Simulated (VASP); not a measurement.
```yaml
crystal:
  lattice:
    - [2.34715, 0.00000, 0.00000]
    - [-1.17358, 2.03269, 0.00000]
    - [0.00000, 0.00000, 23.80000]
  atoms:
    - { symbol: Co, position: [0.00000, 0.00000, 0.29412] }
```

Spin-polarised.

Computed with Kohn-Sham DFT of a periodic cell, PBE, VASP PAW PBE potentials, recommended in VASP 6.6.1.

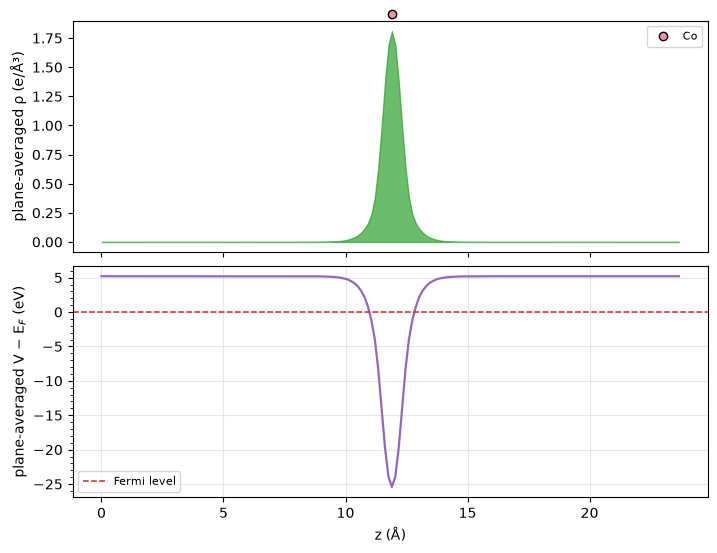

Co. Plane average of the electrostatic potential (local pseudopotential plus Hartree) felt by an electron and of the valence pseudo-density across the slab. Circles mark the heights of the atoms.

### How far above the Fermi level of the calculation is the vacuum level?

5.2 eV.

### How thick is the slab, and how wide the vacuum?

The outermost nuclei are 0.0 Å apart, in 1 atomic plane; the vacuum between periodic images is 23.8 Å wide.
